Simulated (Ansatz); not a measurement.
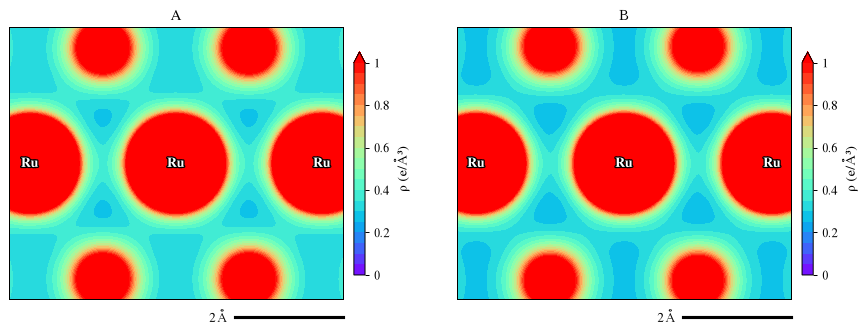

Ru. The valence electron density of two cells that differ in size, on the (100) plane of each (indices in the axes of the calculation cell), at one length scale and on one colour scale; one has 13.6 and the other 14.1 Å³ an atom.

Space group P6₃/mmc.

Theory: Ansatz 0.2.0, Kohn-Sham DFT of a periodic cell, PBE, Ansatz PAW.

In a PAW calculation such maps are meaningful between the atoms, not at the nuclei.

The larger cell:

```cif
data_structure
_symmetry_space_group_name_H-M 'P 1'
_symmetry_Int_Tables_number 1
_cell_length_a 2.7414
_cell_length_b 2.7414
_cell_length_c 4.3382
_cell_angle_alpha 90.000
_cell_angle_beta 90.000
_cell_angle_gamma 120.000
_cell_volume 28.24
loop_
_atom_site_label
_atom_site_type_symbol
_atom_site_fract_x
_atom_site_fract_y
_atom_site_fract_z
_atom_site_occupancy
Ru1 Ru 0.66667 0.33333 0.75000 1
Ru2 Ru 0.33333 0.66667 0.25000 1
```

The smaller cell: a = 2.706 Å, b = 2.706 Å, c = 4.282 Å, α = 90.00°, β = 90.00°, γ = 120.00°.

> Which is the denser cell? Describe the effect of the change.

Panel A is the smaller cell, by 4 % in volume. From the larger cell to the smaller, Ru–Ru goes from 2.74 to 2.71 Å, and the density at its midpoint from 0.36 to 0.39 e/Å³; the pressure goes from −7 to 4.6 GPa.
